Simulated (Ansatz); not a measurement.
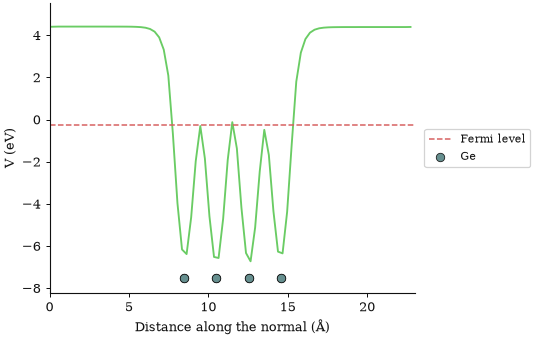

Plane-averaged electrostatic potential energy of an electron across the slab; circles at the bottom mark the heights of the atoms (positions after relaxation).

System: a (110) slab cut from Ge (Fd-3m), 8 atoms in the cell. Starting structure of the relaxation:

```
Ge
1.0
     4.01337    0.00000    0.00000
     0.00000    5.67576    0.00000
     0.00000    0.00000   23.02005
Ge
8
Direct
  0.50000 0.00000 0.36924
  0.00000 0.25000 0.36924
  0.00000 0.50000 0.45641
  0.50000 0.75000 0.45641
  0.50000 0.00000 0.54359
  0.00000 0.25000 0.54359
  0.00000 0.50000 0.63076
  0.50000 0.75000 0.63076
```

Method: DFT PBEsol, scalar-relativistic, plane waves, PAW, no spin polarisation, 7×5×1 k mesh, 420 eV cutoff, Gaussian smearing of 0.1 eV (Ansatz).

What is the work function?

Answer. The work function is 4.66 eV, the same on both faces. The two vacuum levels agree, so the slab has no net dipole along its normal.

How thick are slab and vacuum?

Answer. The outermost atoms are 6.1 Å apart, which leaves 17.0 Å of vacuum in a cell 23.0 Å high.
